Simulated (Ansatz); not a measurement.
Input file:

```
crystal:
  lattice:
    - [0.0, 2.83244254, 2.83244254]
    - [2.83244254, 0.0, 2.83244254]
    - [2.83244254, 2.83244254, 0.0]
  atoms:
    - { symbol: Zn, position: [0.0, 0.0, 0.0] }
    - { symbol: Se, position: [0.25, 0.25, 0.25] }
basis:
  ecutwfc: 420
kpoints:
  mp_grid: { grid: [8, 8, 8] }
hamiltonian:
  xc: lda
scf:
  occupations: { method: gaussian, width: 0.02 }
output:
  forces: true
  stress: true
  eigenvalues: true
  write_density: true
  write_potential: true
  elf: true
  volumetric_format: npy
relax:
  adjacent_minimum: "off"
  f_tol: 0.005
  max_steps: 80
  cell: { stress_tol: 0.05 }
```

Run with:

```sh
ansatz run input.yaml --threads 4 --pin off --max-ram 8192MiB --backend cpu --events-out ev --progress --plain --runs-dir out
```

Below, planes, directions and counts refer to the conventional cell (a = 5.57 Å, b = 5.57 Å, c = 5.57 Å, α = 90.00°, β = 90.00°, γ = 90.00°).

The fields are those of the relaxed geometry.

Space group F-43m; a structure from a database of computed crystals, not necessarily the ambient phase.

The calculation used DFT LDA, scalar-relativistic, plane waves, PAW (Ansatz 0.2.0).

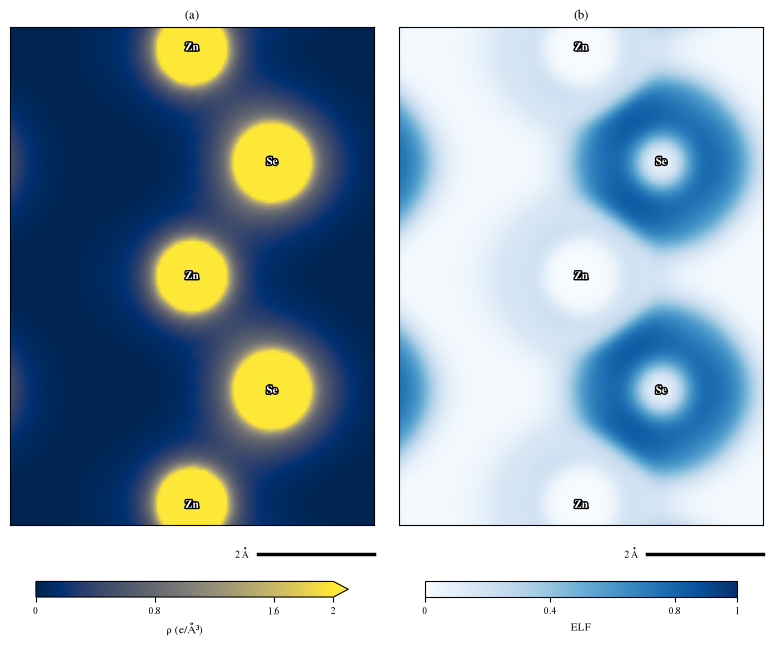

ZnSe. (a) valence charge density (pseudo); (b) ELF on the (110) plane of the conventional cell.

The density is the valence pseudo-density of a PAW calculation; it isn't the true density close to the nuclei.

What does the map show?

Answer. The section cuts through Zn and Se sites.
Zn–Se (2.41 Å): the density is about 0.5 e/Å³ at the midpoint; the ELF is about 0.60 at the midpoint.
Between the atoms the lowest density in this plane is 0.02 e/Å³.

Does the calculation make it a metal, or give it a gap?

Answer. It is gapped, with a Kohn–Sham gap of 1.2 eV on the k-point mesh, an upper bound to the gap of this method.
